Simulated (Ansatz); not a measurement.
**Sm: density, localisation and related maps**

```
CELL_PARAMETERS angstrom
3.62087 0.00000 0.00000
-1.81043 3.13577 0.00000
0.00000 0.00000 26.24919
ATOMIC_POSITIONS crystal
Sm 0.00000 0.00000 0.22222
Sm 0.66667 0.33333 0.55555
Sm 0.33333 0.66667 0.88889
Sm 0.66667 0.33333 0.11111
Sm 0.33333 0.66667 0.44445
Sm 0.00000 0.00000 0.77778
Sm 0.00000 0.00000 0.00000
Sm 0.66667 0.33333 0.33333
Sm 0.33333 0.66667 0.66667
```

Space group R-3m; the SCF solution may not be the lowest one; no Hubbard U on the f states and no spin–orbit coupling; spin-polarised.

Method: Kohn-Sham DFT of a periodic cell, PBEsol, Ansatz PAW in Ansatz.

In a PAW calculation such maps are meaningful between the atoms, not at the nuclei.

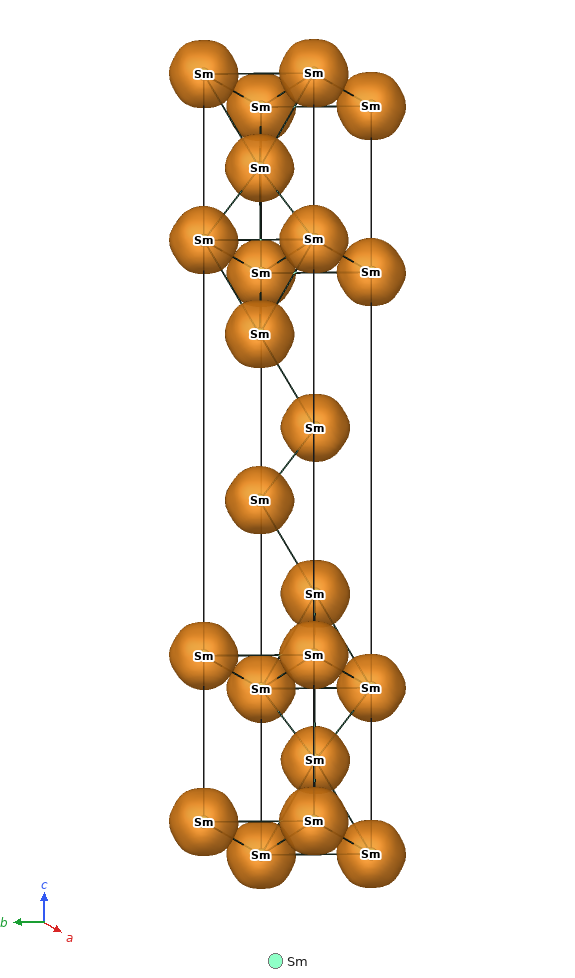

Figure 1. Isosurface of the spin density (up minus down) at +0.08 e/Å³ (orange), seen at an oblique angle. Sticks mark near contacts.

Where is the spin, and how is it ordered?

Answer. The spin density sits on Sm: +6.1 μB (×9) in one cell of 9 atoms: parallel main moments (a ferromagnetic arrangement) in this solution. The cell of the calculation (3 atoms) carries 19.4 μB of net spin moment.

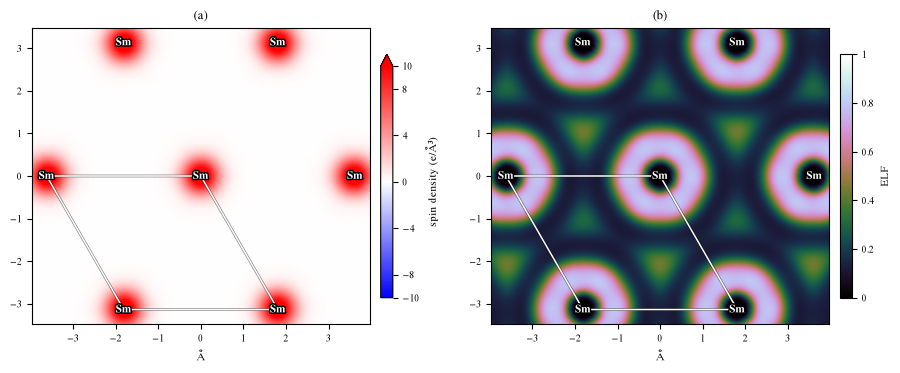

Figure 2. (a) spin density; (b) electron localisation function on the (001) plane of the conventional cell.

Read the bonding off the picture.

Answer. The plane passes through Sm nuclei.
The features right at Sm lie inside the PAW spheres, where the map follows smoothed inner orbitals and isn't to be read closely.
